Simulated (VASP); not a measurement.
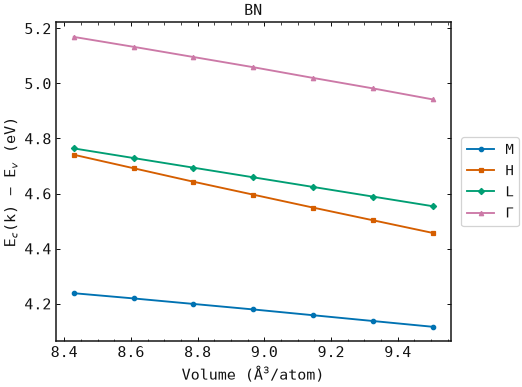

Lowest conduction level at each named k point, counted from the valence-band top at H.

System: layered hexagonal BN, space group P6_3/mmc, 4 atoms in the cell. The cell is scaled at fixed shape and fractional positions. At 8.97 Å³/atom, a = 2.498 Å, c = 6.636 Å (hexagonal axes). Method: PBEsol, VASP PAW PBE potentials, release 64 (N, B), no spin polarisation, no spin-orbit coupling, 12×12×4 k mesh, 520 eV cutoff, Fermi-Dirac smearing of 0.05 eV (VASP).

How does each level move from 8.43 Å³/atom to 9.50 Å³/atom?

Answer. M falls by 0.12 eV, H falls by 0.28 eV, L falls by 0.21 eV and Γ falls by 0.23 eV.

What are the deformation potentials dE/d ln V?

Answer. Straight lines against ln V have slopes of −1.0 eV at M, −2.4 eV at H, −1.7 eV at L and −1.9 eV at Γ.

Which of these conduction levels is lowest, and does that change?

Answer. The lowest is the one at M, over the whole range, so among these points the gap stays indirect.

The values:
```
      volume  M (eV)  H (eV)  L (eV)  Γ (eV)
8.43 Å³/atom    4.24    4.74    4.76    5.17
8.61 Å³/atom    4.22    4.69    4.73    5.13
8.79 Å³/atom    4.20    4.64    4.69    5.10
8.97 Å³/atom    4.18    4.60    4.66    5.06
9.15 Å³/atom    4.16    4.55    4.62    5.02
9.33 Å³/atom    4.14    4.50    4.59    4.98
9.50 Å³/atom    4.12    4.46    4.55    4.94
```

The PAW data sets were made with another functional. LDA, GGA and most meta-GGA functionals understate gaps. This functional lacks dispersion, which binds the layers, so the pressure across them comes out too large.
